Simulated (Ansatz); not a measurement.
## MoS₂: 6 runs along one coordinate

System: MoS₂ (6 atoms in the cell).
Method: DFT PBE, scalar-relativistic, plane waves, PAW, PAW set soft_1, no spin polarisation (Ansatz 0.2.0).

The 6 runs differ only in the geometry, by a shift of atoms along one path in a fixed cell. The shift s is measured from run 4: S4 moves along the Cartesian direction (−1.00, 0.00, 0.00), and S3, S5 and S6 with it in fixed proportion. The structure derives from a Materials Project entry.

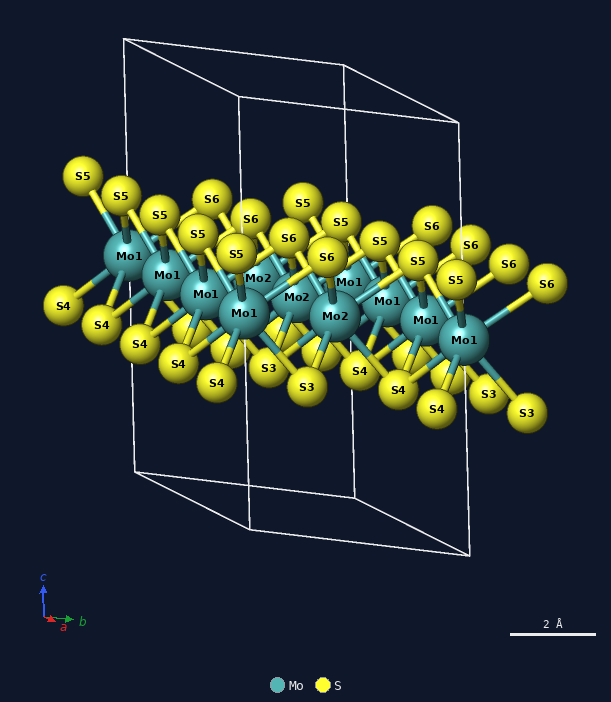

Figure 1. The structure of run 4 (ball-and-stick view of the 3 × 1 repeat of the cell, with the vacuum cut short, seen slightly off an axis; bonded neighbours outside the cell are drawn too; atoms are numbered from 1 in the order of the input).

### Input of run 4
```yaml
crystal:
  lattice:
    - [-3.1846304049, 0.0, 0.0]
    - [0.0, 5.5159416646, 0.0]
    - [1.5923152025, -2.7579708323, -17.3349242269]
  atoms:
    - { symbol: Mo, position: [0.9997855109, -0.0002144891, -0.0004289782] }
    - { symbol: Mo, position: [0.5002144891, 0.5002144891, 0.0004289782] }
    - { symbol: S, position: [0.9630643066, 0.2861441022, 0.9095489813] }
    - { symbol: S, position: [0.4467826026, 0.7903694736, 0.9101448371] }
    - { symbol: S, position: [0.5535153253, 0.8765951209, 0.0904510187] }
    - { symbol: S, position: [0.0366377655, 0.3802246365, 0.0898551629] }
basis:
  ecutwfc: 420
kpoints:
  mp_grid: { grid: [8, 8, 8] }
hamiltonian:
  xc: pbe
  pseudopotentials: { kind: paw, azcp: { folder: soft_1 } }
scf:
  occupations: { method: gaussian, width: 0.05 }
output:
  forces: true
  stress: true
  eigenvalues: true
```

Command:
```bash
ansatz run input.yaml --threads 4 --pin off --max-ram 8192MiB --backend cpu --events-out ev --progress --plain --runs-dir out
```

Run 2 differs from it as follows:
```diff
-    - { symbol: S, position: [0.9630643066, 0.2861441022, 0.9095489813] }
-    - { symbol: S, position: [0.4467826026, 0.7903694736, 0.9101448371] }
-    - { symbol: S, position: [0.5535153253, 0.8765951209, 0.0904510187] }
-    - { symbol: S, position: [0.0366377655, 0.3802246365, 0.0898551629] }
+    - { symbol: S, position: [0.9713541226, 0.2861441022, 0.9095489813] }
+    - { symbol: S, position: [0.4384927866, 0.7903694736, 0.9101448371] }
+    - { symbol: S, position: [0.5618051413, 0.8765951209, 0.0904510187] }
+    - { symbol: S, position: [0.0283479495, 0.3802246365, 0.0898551629] }
```

### Results, with one run withheld

```tsv
run	shift s of S4 (Å)	free energy per atom, from the lowest run given (meV)	pressure (GPa)	gap on the mesh (eV)	force along the path (eV/Å)
1	−0.0396	15.08	0.12	1.72	2.737
2	−0.0264	?	?	?	?
3	−0.0132	5.44	0.05	1.71	1.646
4	0.0000	2.42	0.03	1.71	1.098
5	0.0132	0.60	0.02	1.71	0.549
6	0.0264	0.00	0.01	1.71	0.000
```

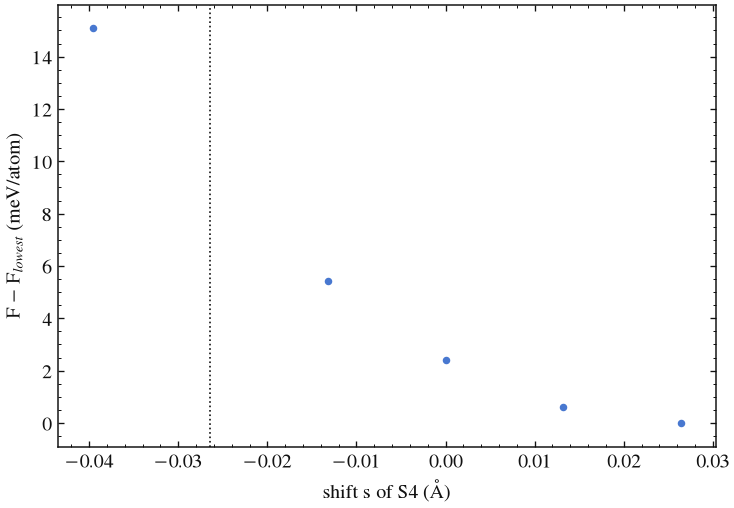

Figure 2. Free energy per atom of the runs given; the dotted line marks run 2.

Estimate the energy of run 2 from the others.

A cubic polynomial in the coordinate, fitted to the 5 runs given, misses them by under 0.01 meV per atom. With x = s + 0.0026, it reads F = 2.9181 − 201.4 x + 3459.6 x² + 519.56 x³ (meV per atom). At run 2 it gives 9.66 meV per atom, and the run itself gives 9.66. The slope of the fit gives a force −dF/ds of 2.191 eV/Å along the path (summed over the atoms that move), and the printed forces give 2.193 eV/Å. The fit has no minimum inside this range.

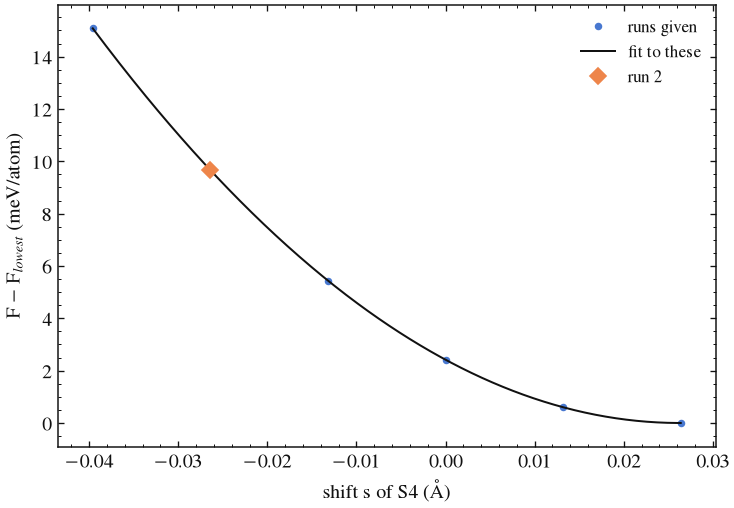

Figure 3. The fit and the withheld run.

### Output, shortened to warnings, some set-up lines, iterations and results (run 2)
```
Basis set: ecut = 420 eV, 6009 PW (Γ), exchange–correlation on 48×80×240 points (8 copies of the dense FFT grid, shifted against one another)
Symmetry: 2 space group operations
k-points: 150 of 512 (time reversal used)
Initial density: superposition of atomic densities (neutral atoms: chi_scale 0, normalization atom)
[...]
SCF iter   1: F=—  HF=-13528.631861 eV  |F-HF|=—  |Δ(HF+E_count)|=         —  Δρ=5.32e-2  dr2=1.35e1  ethr=3.10e-3  ⟨swp⟩=10.7  Hψ=30193  notcnv=0
SCF iter   2: F=—  HF=-13526.798732 eV  |F-HF|=—  |Δ(HF+E_count)|=    1.83e0  Δρ=3.14e-2  dr2=8.74e0  ethr=3.10e-3  ⟨swp⟩=4.0  Hψ=13846  notcnv=0  defer=260
SCF iter   3: F=—  HF=-13525.743382 eV  |F-HF|=—  |Δ(HF+E_count)|=    1.06e0  Δρ=1.30e-2  dr2=4.69e-1  ethr=3.10e-3  ⟨swp⟩=3.8  Hψ=11632  notcnv=0  defer=245
SCF iter   4: F=—  HF=-13525.643558 eV  |F-HF|=—  |Δ(HF+E_count)|=   9.98e-2  Δρ=3.50e-3  dr2=6.90e-2  ethr=9.02e-4  ⟨swp⟩=2.4  Hψ=7813  notcnv=0  defer=99
SCF iter   5: F=—  HF=-13525.636483 eV  |F-HF|=—  |Δ(HF+E_count)|=   7.08e-3  Δρ=9.11e-4  dr2=4.19e-3  ethr=1.33e-4  ⟨swp⟩=2.3  Hψ=7865  notcnv=0  defer=131
SCF iter   6: F=—  HF=-13525.635925 eV  |F-HF|=—  |Δ(HF+E_count)|=   5.58e-4  Δρ=1.58e-4  dr2=1.44e-4  ethr=8.06e-6  ⟨swp⟩=2.3  Hψ=7635  notcnv=0  defer=131
SCF iter   7: F=—  HF=-13525.635946 eV  |F-HF|=—  |Δ(HF+E_count)|=   2.12e-5  Δρ=1.15e-4  dr2=7.33e-5  ethr=2.77e-7  ⟨swp⟩=2.2  Hψ=8832  notcnv=0
SCF iter   8: F=—  HF=-13525.635963 eV  |F-HF|=—  |Δ(HF+E_count)|=   1.67e-5  Δρ=5.76e-5  dr2=1.80e-5  ethr=1.41e-7  ⟨swp⟩=2.2  Hψ=6364  notcnv=0
SCF iter   9: F=—  HF=-13525.635960 eV  |F-HF|=—  |Δ(HF+E_count)|=   3.18e-6  Δρ=6.97e-6  dr2=3.25e-7  ethr=3.46e-8  ⟨swp⟩=2.5  Hψ=7720  notcnv=0
SCF iter  10: F=-13525.635959 eV  HF=-13525.635960 eV  |F-HF|=3.49e-9  |Δ(HF+E_count)|=   4.31e-8  Δρ=1.65e-6  dr2=1.21e-8  ethr=1.92e-10  ⟨swp⟩=7.9  Hψ=24610  notcnv=0
SCF 1 converged in 10 iterations: F = -13525.635959 eV  dr2 = 1.21e-8
SCF converged after 10 iterations
Free energy (F): -13525.635959 eV
Harris-Foulkes:  -13525.635960 eV  (|F-HF|=3.49e-9)
Internal energy: -13525.635959 eV  (E = F + TS)
E sigma→0 (E₀):  -13525.635959 eV
Fermi energy:    0.609778 eV
--- Per-component energies (eV) ---
  E_band       = -856.099253
  E_kinetic    = 1266.271687
  E_local      = -26037.634064  (includes V_loc(G=0)·N_el)
  E_nonlocal   = 433.544780
  E_hartree    = 12304.345087
  E_xc         = -707.940465
  E_vxc        = -770.127540  (∫ρ·V_xc dr)
  E_paw        = -8857.061869  (= ΣΔE_a)
  E_vpaw       = -356.830191  (= ΣTr[D̂ρ^β])
  E_aug_tail   = 0.000091  (compensation charges beyond the density's cutoff)
  E_ewald      = 8072.838794
  E_smearing   = -0.000000  (= −TS)
  E_closure    = 0.000000  (closes the sum)
  Σ components = -13525.635959   (vs F -13525.635959, Δ=0.00e0)
--- Forces (eV/Å), atoms counted from 1 ---
  atom   1  Mo     0.03818639     0.02738459    -0.37030126
  atom   2  Mo     0.03818639     0.02738459     0.37030126
  atom   3  S      0.52910173     0.16655464    -0.05370333
  atom   4  S     -0.56728789    -0.19393950     0.12016102
  atom   5  S      0.52910173     0.16655464     0.05370333
  atom   6  S     -0.56728789    -0.19393950    -0.12016102
  max |Σ_I F_I| component: 5.41e-7 eV/Å
--- Stress (GPa, compression-positive) ---
        0.041908       0.036067      -0.000000
        0.036067       0.089880       0.000000
       -0.000000       0.000000       0.105467
  P = ⅓ Tr σ = 0.0791 GPa (0.791 kbar)
```
